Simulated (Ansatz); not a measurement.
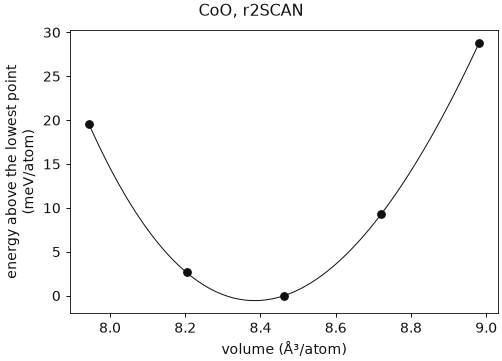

The picture above shows the energy above the lowest point against volume for CoO, space group Fm-3m (No. 225) (one of a set of cubic test structures, which need not be the stable phase).

Method: equation of state of a cubic crystal from periodic Kohn-Sham density functional theory without spin, third-order Birch-Murnaghan fit to the free energies; pressure corrected for the finite basis (Ansatz 0.2.0 development build). Level: r2SCAN.

```
                setting                   value
         structure type               rock salt
          atoms in cell                       2
     space group number                     225
       lattice centring  face-centred primitive
                 k mesh                14×14×14
      occupation method             Fermi–Dirac
       occupation width                  0.1 eV
            wave cutoff                 1050 eV
               datasets           hand-made PAW
      density tolerance                1e-09 eV
                  bands                      16
   density cutoff ratio                       5
search for lower states                 default
          xc grid level                       2
```

From this curve and the settings, what does the calculation give for the pressure at the same points?

The pressure falls from 15.4 GPa at volume 7.9444 Å³/atom to −14.8 GPa at 8.9806 Å³/atom, and changes sign near 8.39 Å³/atom.

```csv
volume (Å³/atom),pressure (GPa)
7.9444,15.4
8.2034,5.8
8.4625,-2.3
8.7216,-9.1
8.9806,-14.8
```

Note: known magnet treated without spin, far from its ground state; modest k-mesh, values are not fully converged in k.
